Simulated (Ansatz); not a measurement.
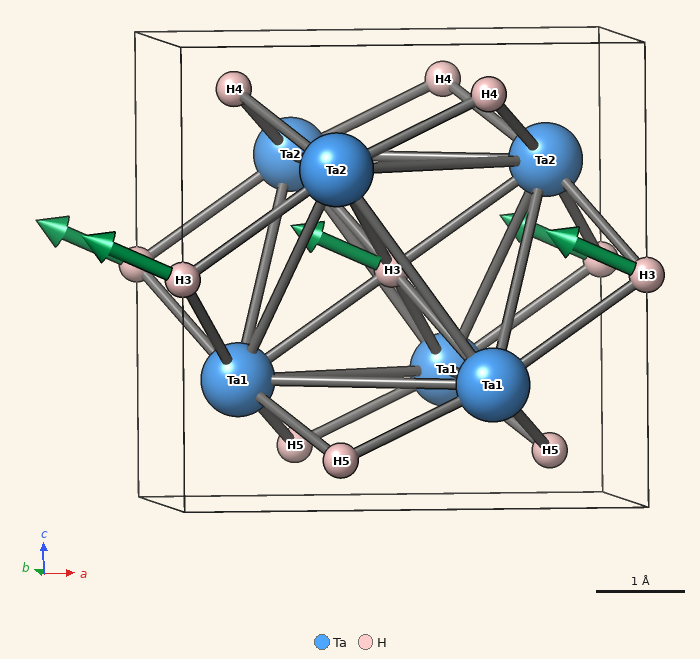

Lattice vibrations of a crystal of Ta₂H₃ (a generated structure), space group C2/m (No. 12), at the zone centre. The optical levels lie at 88, 92, 177, 529, 702, 808, 1151, 1172, 1196, 1202, 1206, 1319 cm⁻¹. One mode is drawn. The green arrows give the relative displacements of the atoms. The picture is a ball-and-stick view of the conventional cell (2 times the calculation's cell), seen from a free direction. Lengths and directions refer to the drawn axes.

Level of theory: DFT PBE, scalar-relativistic, plane waves, PAW in Ansatz 0.2.0. Set-up: plane-wave cutoff 420 eV; k-point mesh 16 × 16 × 8; occupations fermi dirac; smearing width 0.15 eV; no spin polarisation.

The frequencies depend somewhat on the k-mesh and the smearing.

> Which of these frequencies is the drawn mode's?

The level at 702 cm⁻¹. This is the B_u mode, optical level 5 of 12, counted from below, infrared-active by symmetry. The Ta atoms stay at rest; the H (4i) atoms hardly move; the H (2c) sublattice moves as a whole against them, along [2 0 −1]. The crystal is a metal, so free carriers screen the infrared response.
